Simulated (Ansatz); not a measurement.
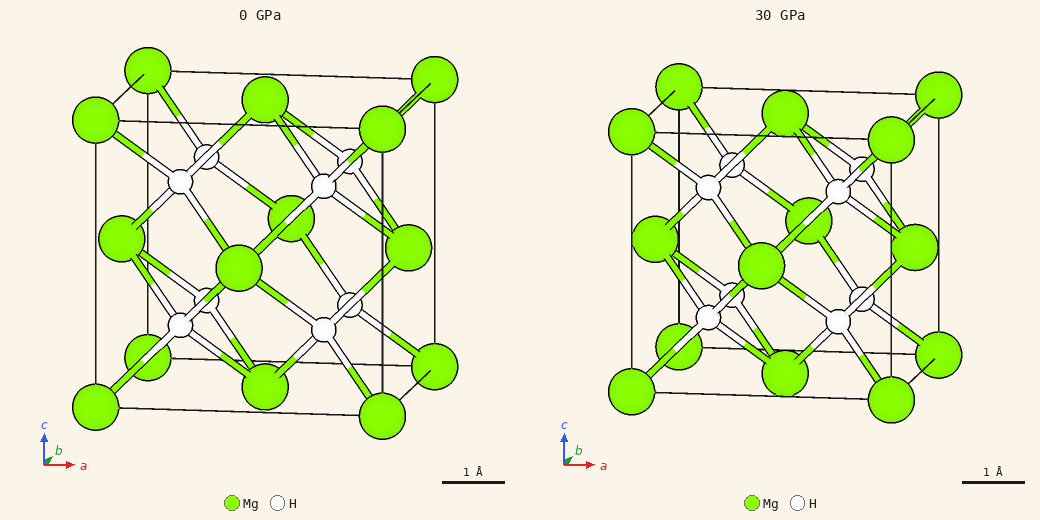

MgH₂, fluorite (CaF₂ type), space group Fm-3m (No. 225), relaxed (cell and atoms) under a series of hydrostatic pressures; the conventional cell is drawn at the lowest and the highest, to one scale (sticks follow a distance rule). The start was a structure listed in the Materials Project. Other forms of this composition are known.

Alike in all runs: Ansatz 0.2.0; functional PBEsol; potentials Ansatz PAW; cutoff 420 eV; k mesh 10 × 10 × 10 on the run's cell of 3 atoms; occupations fermi-dirac, width 0.05 eV; no spin polarisation; no spin-orbit coupling.

```tsv
pressure (GPa)	volume (Å³/atom)	a (Å)
0.0	8.805	4.728
2.0	8.536	4.679
5.0	8.187	4.614
10.0	?	?
20.0	7.037	4.387
30.0	6.544	4.282
```

What equation of state do the given rows imply, and what volume does it predict for the missing row?

Answer. The fit gives V0 = 8.80 Å³/atom, B0 = 61 GPa and B0′ = 3.5, which puts the volume at 10.0 GPa at 7.72 Å³/atom. The run gave volume 7.725 Å³/atom; a 4.526 Å.

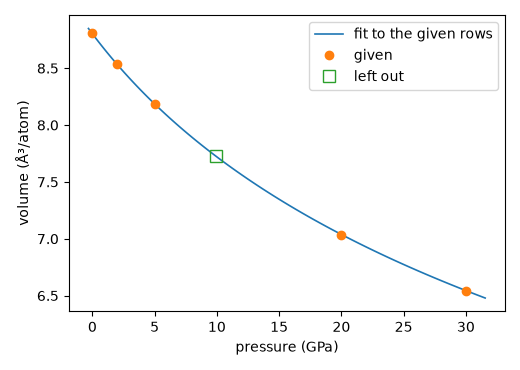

Volume against pressure, with the fit. The structure was kept in its own symmetry, so a change to another phase within this range wouldn't be seen.

Caveat: the plane-wave basis is chosen anew once the cell has moved, so the energies of steps on either side of that aren't comparable.
